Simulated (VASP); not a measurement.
**Band-structure calculation, with input and output: ZnO**

The run: band-structure calculation of ZnO (P6₃/mmc, 4 atoms in the cell). Method and program: DFT, r2SCAN, plane waves, PAW (VASP 6.6.1).

The structure was built on a prototype by a generator. The geometry comes from this level: r2SCAN (a point of a series of strains). It belongs to a series of runs on one base structure; here: hydrostatic strain +2.3%.

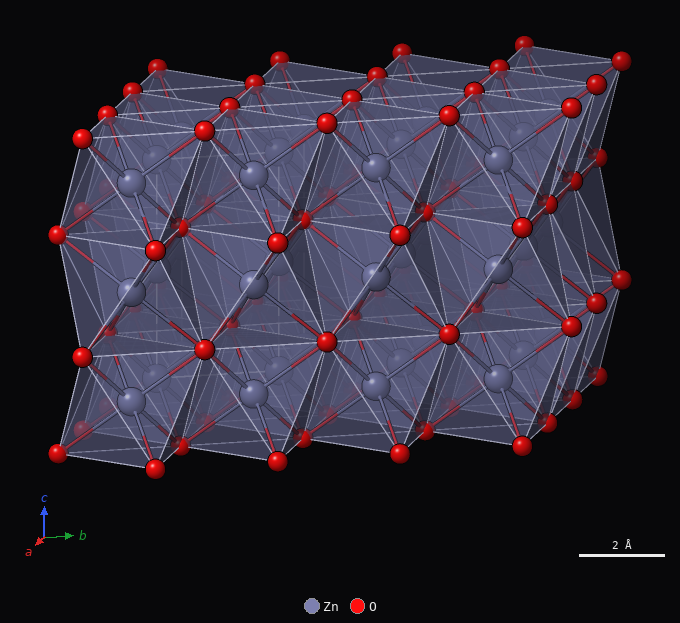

Fig. 1: The structure (polyhedral view of the cell of the calculation, repeated 2 × 3 × 1, seen at an oblique angle; polyhedra are completed across the faces of the cell).

### INCAR
```
ENCUT = 520.000000
SIGMA = 0.010000
EDIFF = 1.00e-07
ALGO = Normal
METAGGA = R2SCAN
PREC = Accurate
IBRION = -1
ISIF = 2
ISMEAR = 0
NBANDS = 26
NELM = 120
NSW = 0
LASPH = .TRUE.
LCHARG = .FALSE.
LWAVE = .FALSE.
LREAL = .FALSE.
```

### KPOINTS
```
KPOINTS created by Atomic Simulation Environment
0
Gamma
12 12 6
0 0 0
```

### KPOINTS_OPT
```
special points
6
Reciprocal
0.0000000000 0.0000000000 0.0000000000 1
0.5000000000 0.0000000000 0.0000000000 1
0.3333333333 0.3333333333 0.0000000000 1
0.0000000000 0.0000000000 0.5000000000 1
0.5000000000 0.0000000000 0.5000000000 1
0.3333333333 0.3333333333 0.5000000000 1
```

### POSCAR
```
Zn O
 1.0000000000000000
     3.0447329548520456   -0.0000000000288675    0.0000000000000000
    -1.5223664774010228    2.6368160866559638    0.0000000000000000
     0.0000000000000000    0.0000000000000000    5.2424986338000004
 Zn  O
   2   2
Cartesian
  0.0000000000000000  0.0000000000000000  0.0000000000000000
  0.0000000000000000  0.0000000000000000  2.6212493169000006
  0.0000000000166668  1.7578773910943535  1.3106246584500003
  1.5223664774343566  0.8789386955327431  3.9318739753500007
```

Machine: 1 CPU thread, shared host.

Command:
```bash
mpirun -np 1 vasp_std
```

### OSZICAR
```
N       E                     dE             d eps       ncg     rms          rms(c)
DAV:   1     0.266252222859E+03    0.26625E+03   -0.18867E+04  4072   0.212E+03
DAV:   2    -0.153855204792E+02   -0.28164E+03   -0.26470E+03  4236   0.421E+02
DAV:   3    -0.446777425189E+02   -0.29292E+02   -0.28898E+02  4368   0.137E+02
DAV:   4    -0.452148320431E+02   -0.53709E+00   -0.53595E+00  4278   0.187E+01
DAV:   5    -0.452171380322E+02   -0.23060E-02   -0.23059E-02  4200   0.127E+00    0.118E+01
DAV:   6    -0.351939902947E+02    0.10023E+02   -0.47427E+00  5150   0.706E+01    0.891E+00
DAV:   7    -0.354191562947E+02   -0.22517E+00   -0.32513E+00  4072   0.173E+01    0.459E+00
DAV:   8    -0.354604408370E+02   -0.41285E-01   -0.18960E-01  5586   0.597E+00    0.199E+00
DAV:   9    -0.354495645302E+02    0.10876E-01   -0.66458E-02  5040   0.282E+00    0.224E-01
DAV:  10    -0.354497187212E+02   -0.15419E-03   -0.94868E-03  4810   0.119E+00    0.104E-01
DAV:  11    -0.354503360515E+02   -0.61733E-03   -0.26537E-03  4012   0.494E-01    0.905E-02
DAV:  12    -0.354500817440E+02    0.25431E-03   -0.27078E-04  4750   0.163E-01    0.187E-02
DAV:  13    -0.354500613406E+02    0.20403E-04   -0.61446E-05  4192   0.742E-02    0.461E-03
DAV:  14    -0.354500584341E+02    0.29065E-05   -0.16843E-06  5580   0.229E-02    0.455E-03
DAV:  15    -0.354500569509E+02    0.14832E-05   -0.27584E-07  3214   0.674E-03    0.262E-03
DAV:  16    -0.354500573375E+02   -0.38661E-06   -0.30908E-07  3730   0.471E-03    0.542E-04
DAV:  17    -0.354500571889E+02    0.14862E-06   -0.14262E-08  2000   0.198E-03    0.393E-04
DAV:  18    -0.354500572779E+02   -0.89020E-07   -0.18137E-08  1994   0.123E-03
   1 F= -.35450057E+02 E0= -.35450057E+02  d E =-.112492E-43
       N       E                     dE             ncg
DAV:   1     0.558773381227E+04   -0.54949E+04      312
DAV:   2     0.387615928115E+04   -0.17116E+04      328
DAV:   3     0.370753893629E+04   -0.16862E+03      340
DAV:   4     0.370453970903E+04   -0.29992E+01      344
DAV:   5     0.370452928354E+04   -0.10425E-01      332
DAV:   6     0.370452921633E+04   -0.67205E-04      324
DAV:   7     0.370452921571E+04   -0.62512E-06      356
DAV:   8     0.370452921570E+04   -0.69185E-08      234
```

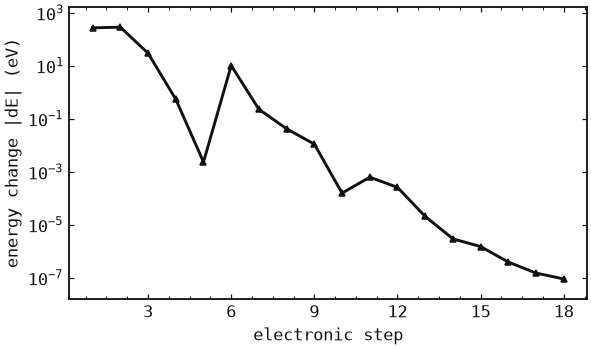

Fig. 2: Convergence of the self-consistent field: energy change |dE| against the electronic step. It takes 18 electronic steps. The density is held fixed in the first few steps, and dE rises again when its update begins.

### Parts of OUTCAR
```
k-points           NKPTS =     76   k-points in BZ     NKDIM =     76   number of bands    NBANDS=     26

   NELECT =      36.0000    total number of electrons

   dimension x,y,z NGX =    24 NGY =   24 NGZ =   40
   dimension x,y,z NGXF=    48 NGYF=   48 NGZF=   80

  energy-cutoff  :      520.00
  volume of cell :       42.09
      direct lattice vectors                 reciprocal lattice vectors
     3.044732955 -0.000000000  0.000000000     0.328436029  0.189622630  0.000000000
    -1.522366477  2.636816087  0.000000000     0.000000000  0.379245259  0.000000000
     0.000000000  0.000000000  5.242498634     0.000000000  0.000000000  0.190748738

 k-points in reciprocal lattice and weights: KPOINTS created by Atomic Simulation Env
   0.00000000  0.00000000  0.00000000       0.001
   0.08333333  0.00000000  0.00000000       0.007
   0.16666667  0.00000000  0.00000000       0.007
   0.25000000  0.00000000  0.00000000       0.007
   0.33333333  0.00000000  0.00000000       0.007
   0.41666667  0.00000000  0.00000000       0.007
   0.50000000  0.00000000  0.00000000       0.003
   0.08333333  0.08333333  0.00000000       0.007
   0.16666667  0.08333333  0.00000000       0.014
   0.25000000  0.08333333  0.00000000       0.014
   0.33333333  0.08333333  0.00000000       0.014
   0.41666667  0.08333333  0.00000000       0.014
   0.16666667  0.16666667  0.00000000       0.007
   0.25000000  0.16666667  0.00000000       0.014
   0.33333333  0.16666667  0.00000000       0.014
   0.41666667  0.16666667  0.00000000       0.007
   0.25000000  0.25000000  0.00000000       0.007
   0.33333333  0.25000000  0.00000000       0.014
   0.33333333  0.33333333  0.00000000       0.002
   0.00000000  0.00000000  0.16666667       0.002
   0.08333333  0.00000000  0.16666667       0.014
   0.16666667  0.00000000  0.16666667       0.014
   0.25000000  0.00000000  0.16666667       0.014
   0.33333333  0.00000000  0.16666667       0.014
   0.41666667  0.00000000  0.16666667       0.014
   0.50000000  0.00000000  0.16666667       0.007
   0.08333333  0.08333333  0.16666667       0.014
   0.16666667  0.08333333  0.16666667       0.028
   0.25000000  0.08333333  0.16666667       0.028
   0.33333333  0.08333333  0.16666667       0.028
   0.41666667  0.08333333  0.16666667       0.028
   0.16666667  0.16666667  0.16666667       0.014
   0.25000000  0.16666667  0.16666667       0.028
   0.33333333  0.16666667  0.16666667       0.028
   0.41666667  0.16666667  0.16666667       0.014
   0.25000000  0.25000000  0.16666667       0.014
   0.33333333  0.25000000  0.16666667       0.028
   0.33333333  0.33333333  0.16666667       0.005
   0.00000000  0.00000000  0.33333333       0.002
   0.08333333  0.00000000  0.33333333       0.014
   0.16666667  0.00000000  0.33333333       0.014
   0.25000000  0.00000000  0.33333333       0.014
   0.33333333  0.00000000  0.33333333       0.014
   0.41666667  0.00000000  0.33333333       0.014
   0.50000000  0.00000000  0.33333333       0.007
   0.08333333  0.08333333  0.33333333       0.014
   0.16666667  0.08333333  0.33333333       0.028
   0.25000000  0.08333333  0.33333333       0.028
   0.33333333  0.08333333  0.33333333       0.028
   0.41666667  0.08333333  0.33333333       0.028
   0.16666667  0.16666667  0.33333333       0.014
   0.25000000  0.16666667  0.33333333       0.028
   0.33333333  0.16666667  0.33333333       0.028
   0.41666667  0.16666667  0.33333333       0.014
   0.25000000  0.25000000  0.33333333       0.014
   0.33333333  0.25000000  0.33333333       0.028
   0.33333333  0.33333333  0.33333333       0.005
   0.00000000  0.00000000  0.50000000       0.001
   0.08333333  0.00000000  0.50000000       0.007
   0.16666667  0.00000000  0.50000000       0.007
   0.25000000  0.00000000  0.50000000       0.007
   0.33333333  0.00000000  0.50000000       0.007
   0.41666667  0.00000000  0.50000000       0.007
   0.50000000  0.00000000  0.50000000       0.003
   0.08333333  0.08333333  0.50000000       0.007
   0.16666667  0.08333333  0.50000000       0.014
   0.25000000  0.08333333  0.50000000       0.014
   0.33333333  0.08333333  0.50000000       0.014
   0.41666667  0.08333333  0.50000000       0.014
   0.16666667  0.16666667  0.50000000       0.007
   0.25000000  0.16666667  0.50000000       0.014
   0.33333333  0.16666667  0.50000000       0.014
   0.41666667  0.16666667  0.50000000       0.007
   0.25000000  0.25000000  0.50000000       0.007
   0.33333333  0.25000000  0.50000000       0.014
   0.33333333  0.33333333  0.50000000       0.002

 E-fermi :   1.7586

 k-point     1 :       0.0000    0.0000    0.0000
  band No.  band energies     occupation
      1     -17.2644      2.00000
      2     -16.2607      2.00000
      3      -5.2698      2.00000
      4      -4.0612      2.00000
      5      -4.0611      2.00000
      6      -3.8838      2.00000
      7      -3.2949      2.00000
      8      -3.2949      2.00000
      9      -3.2501      2.00000
     10      -3.2500      2.00000
     11      -2.8764      2.00000
     12      -2.8763      2.00000
     13      -1.9027      2.00000
     14       0.2366      2.00000
     15       0.6166      2.00000
     16       0.6166      2.00000
     17       1.6637      2.00000
     18       1.6638      2.00000
     19       2.6623      0.00000
     20       7.8404      0.00000
     21      10.5943      0.00000
     22      16.2058      0.00000
     23      16.2060      0.00000
     24      18.3886      0.00000
     25      20.0804      0.00000
     26      20.1346      0.00000

 k-point     2 :       0.0833    0.0000    0.0000
  band No.  band energies     occupation
      1     -17.2037      2.00000
      2     -16.2392      2.00000
      3      -5.1590      2.00000
      4      -4.0466      2.00000
      5      -4.0422      2.00000
      6      -3.8846      2.00000
      7      -3.3338      2.00000
      8      -3.3056      2.00000
      9      -3.3052      2.00000
     10      -3.2268      2.00000
     11      -2.9131      2.00000
     12      -2.8790      2.00000
     13      -1.9029      2.00000
     14       0.0110      2.00000
     15       0.3389      2.00000
     16       0.5620      2.00000
     17       1.3457      2.00000
     18       1.6396      2.00000
     19       3.3311      0.00000
     20       8.2397      0.00000
     21      10.4963      0.00000
     22      15.2502      0.00000
     23      16.3380      0.00000
     24      18.6300      0.00000
     25      18.8264      0.00000
     26      19.1459      0.00000

 k-point     3 :       0.1667    0.0000    0.0000
  band No.  band energies     occupation
      1     -17.0317      2.00000
      2     -16.1806      2.00000
      3      -4.8470      2.00000
      4      -4.0207      2.00000
      5      -3.9856      2.00000
      6      -3.9096      2.00000
      7      -3.4667      2.00000
      8      -3.4535      2.00000
      9      -3.3131      2.00000
     10      -3.1625      2.00000
     11      -2.9815      2.00000
     12      -2.8862      2.00000
     13      -1.9025      2.00000
     14      -0.8947      2.00000
     15       0.3866      2.00000
     16       0.5639      2.00000
     17       0.5819      2.00000
     18       1.5979      2.00000
     19       4.5120      0.00000
     20       9.1810      0.00000
     21      10.2067      0.00000
     22      13.7252      0.00000
     23      16.4075      0.00000
     24      16.6754      0.00000
     25      17.0413      0.00000
     26      17.9213      0.00000

 k-point     4 :       0.2500    0.0000    0.0000
  band No.  band energies     occupation
      1     -16.7793      2.00000
      2     -16.1033      2.00000
      3      -4.4323      2.00000
      4      -4.1256      2.00000
      5      -4.0235      2.00000
      6      -3.8774      2.00000
      7      -3.6185      2.00000
      8      -3.5789      2.00000
      9      -3.2633      2.00000
     10      -3.0735      2.00000
     11      -3.0407      2.00000
     12      -2.8953      2.00000
     13      -1.9013      2.00000
     14      -1.5099      2.00000
     15      -0.3696      2.00000
     16       0.0986      2.00000
     17       0.8322      2.00000
     18       1.5805      2.00000
     19       5.7098      0.00000
     20       9.7411      0.00000
     21      10.1395      0.00000
     22      12.4793      0.00000
     23      14.5005      0.00000
     24      15.6155      0.00000
     25      16.7155      0.00000
     26      17.0766      0.00000

 k-point     5 :       0.3333    0.0000    0.0000
  band No.  band energies     occupation
      1     -16.4972      2.00000
      2     -16.0358      2.00000
      3      -4.6118      2.00000
      4      -4.2333      2.00000
      5      -4.0662      2.00000
      6      -3.7934      2.00000
      7      -3.5468      2.00000
      8      -3.3752      2.00000
      9      -3.1404      2.00000
     10      -3.0787      2.00000
     11      -2.9858      2.00000
     12      -2.9009      2.00000
     13      -1.9032      2.00000
     14      -1.7672      2.00000
     15      -1.2716      2.00000
     16      -0.2341      2.00000
     17       0.9686      2.00000
     18       1.5880      2.00000
     19       6.7962      0.00000
     20       9.1655      0.00000
     21      10.2001      0.00000
     22      12.2616      0.00000
     23      13.1604      0.00000
     24      14.6402      0.00000
     25      15.7996      0.00000
     26      17.4059      0.00000

 [... the levels of 70 k-points are left out ...]

 k-point    76 :       0.3333    0.3333    0.5000
  band No.  band energies     occupation
      1     -15.9847      2.00000
      2     -15.9847      2.00000
      3      -4.2557      2.00000
      4      -4.2557      2.00000
      5      -3.8688      2.00000
      6      -3.8688      2.00000
      7      -3.7486      2.00000
      8      -3.7486      2.00000
      9      -3.1455      2.00000
     10      -3.1455      2.00000
     11      -2.7959      2.00000
     12      -2.7959      2.00000
     13      -2.1113      2.00000
     14      -2.1113      2.00000
     15      -1.5012      2.00000
     16      -1.5012      2.00000
     17       1.3331      2.00000
     18       1.3331      2.00000
     19       9.2910      0.00000
     20       9.2910      0.00000
     21      10.0388      0.00000
     22      10.0388      0.00000
     23      13.0454      0.00000
     24      13.0454      0.00000
     25      15.7144      0.00000
     26      15.7144      0.00000

  Total       -2.4621968     -2.4621968     -2.9075493     -0.0000000      0.0000000      0.0000000
  in kB      -93.7272694    -93.7272694   -110.6802918     -0.0000000      0.0000000      0.0000000
  external PRESSURE =     -99.3782768 kB  Pullay stress =       0.0000000 kB

 POSITION                                       TOTAL-FORCE (eV/Angst)
 -----------------------------------------------------------------------------------
      0.00000      0.00000      0.00000        -0.000000     -0.000000     -0.000000
      0.00000      0.00000      2.62125        -0.000000     -0.000000     -0.000000
      0.00000      1.75788      1.31062         0.000000     -0.000000      0.000000
      1.52237      0.87894      3.93187        -0.000000      0.000000      0.000000
 -----------------------------------------------------------------------------------
    total drift:                                0.000000     -0.000000     -0.000000

  FREE ENERGIE OF THE ION-ELECTRON SYSTEM (eV)
  ---------------------------------------------------
  free  energy   TOTEN  =       -35.4500572779 eV

  energy  without entropy=      -35.4500572779  energy(sigma->0) =      -35.45005728
```

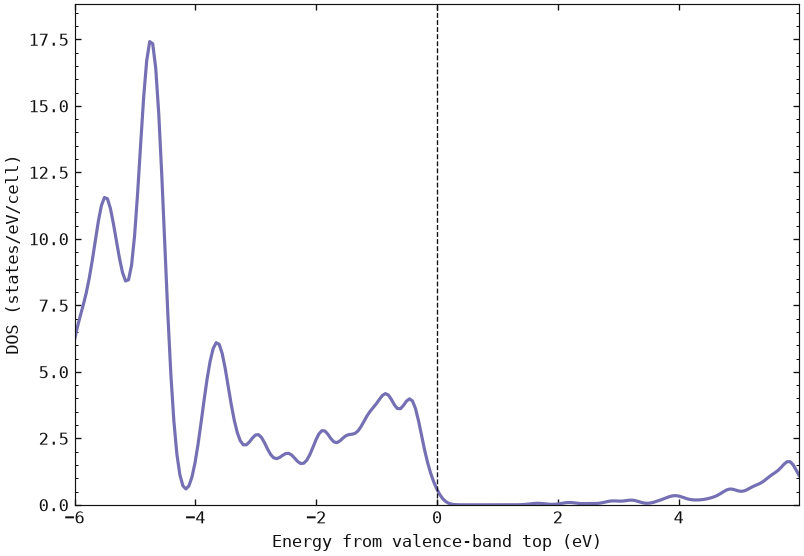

Fig. 3: Density of states (the curve is built from the levels of the k mesh with Gaussians 0.3 eV wide, which also blur the band edges), with energies from the valence-band top. There is a gap of 1.00 eV on the k-point mesh. Small ripples come from the finite k-point mesh.

### Results in brief

| quantity | value |
| --- | --- |
| outcome | converged |
| space group (tolerance 0.01 Å) | P6₃/mmc (194) |
| electrons treated | 36 |
| free energy | −35.4501 eV |
| Fermi energy | 1.759 eV |
| band gap | 1.00 eV |
| pressure | −9.94 GPa |
| largest force (length of the vector) | under 0.001 eV/Å |
| wall time | 4.4 min |
| peak memory | 0.25 GiB |

### Remarks

The cell is under a tension of 9.9 GPa at this level, so it is not at its equilibrium volume.
